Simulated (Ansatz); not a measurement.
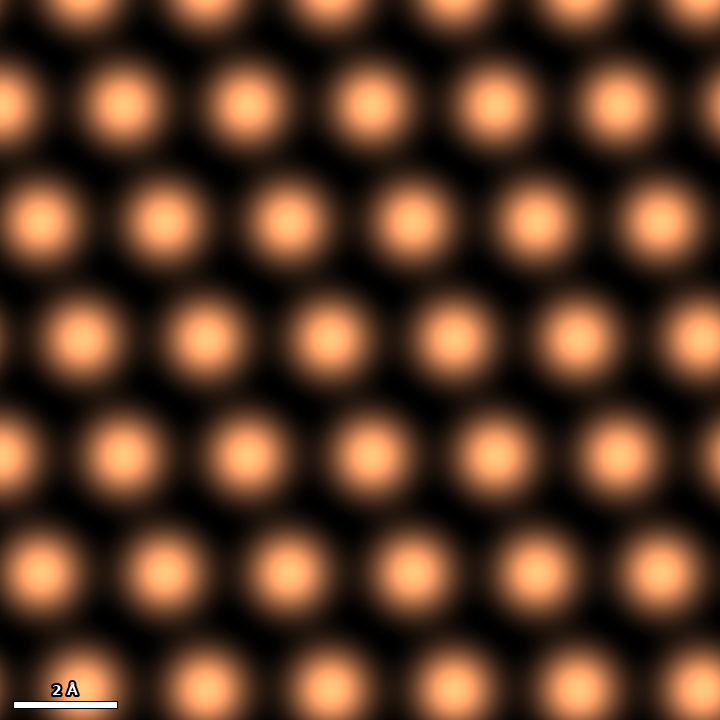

Z-contrast image of a crystal. The image is simulated as a sum over atoms of Z^1.8, blurred by a 1.30 Å probe (no channelling).

**Measure the repeat of the pattern.**

The pattern repeats on a centred rectangular net of 2.8 × 3.9 Å.

**Which plane group does this projection have?**

c2mm: perpendicular mirror lines on a centred net, with further twofold points between them.

**How many columns does the smallest repeating cell hold, and how many levels of brightness?**

1 column in the primitive cell of 5.5 Å², all of one brightness.

The crystal is Mo (Fm-3m, No. 225) seen along [110]. Structure used: the input geometry of a calculation; the starting structure was generated, so it need not be a known form of this composition.
